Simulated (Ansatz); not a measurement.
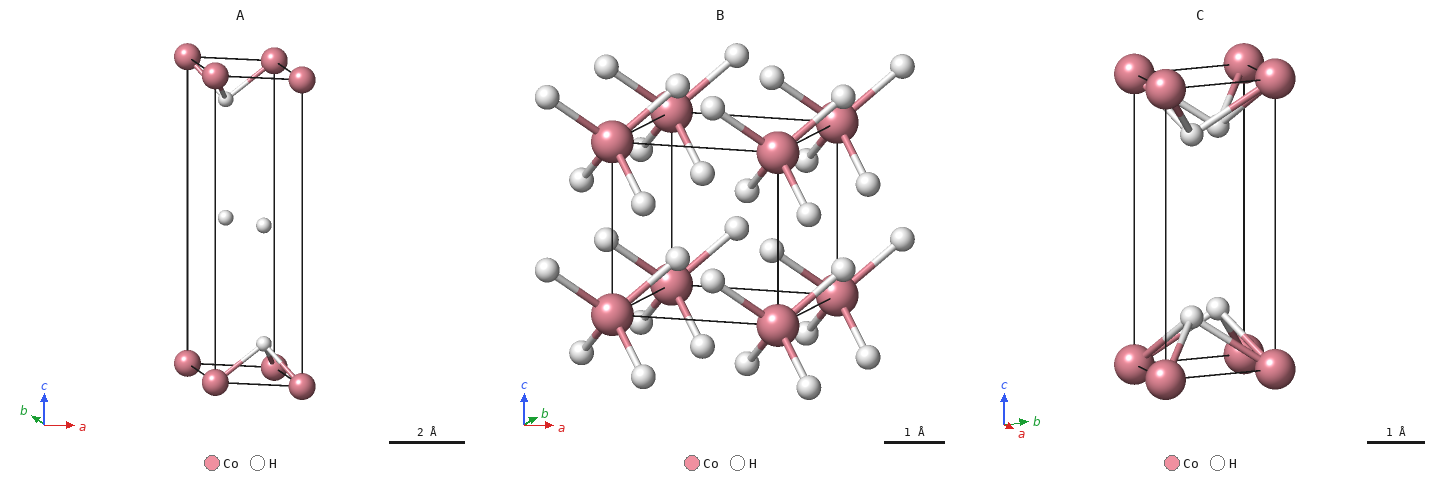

Three structures of CoH4, each relaxed to rest (conventional cells in solid outline, small ones repeated, each panel with its own scale). Method: DFT PBE, scalar-relativistic, plane waves, PAW (Ansatz 0.2.0), without spin polarisation (spin-restricted runs, not always the ground states).

**What are the structures shown?**

A: 5 atoms a cell on a primitive hexagonal lattice, P-3m1; B: 5 atoms a cell on a primitive cubic lattice, P-43m; C: 5 atoms a cell on a primitive hexagonal lattice, P6/mmm.

**Which of these is lowest in energy, and how far above it do the others lie?**

A, then C (+42 meV/atom) and B (+263 meV/atom), energies at zero smearing.

**Collect the results in a table.**

| panel | structure | E − E(lowest) (meV/atom) | volume (Å³/atom) | gap (eV) |
| --- | --- | --- | --- | --- |
| A | P-3m1 | 0 | 8.3 | metal |
| C | P6/mmm | 42 | 6.3 | metal |
| B | P-43m | 263 | 5.3 | metal |

Some of these may be structure types tried for this composition rather than known phases, and the most stable form need not be among them. Gaps are taken on the k-mesh or band path of each run.
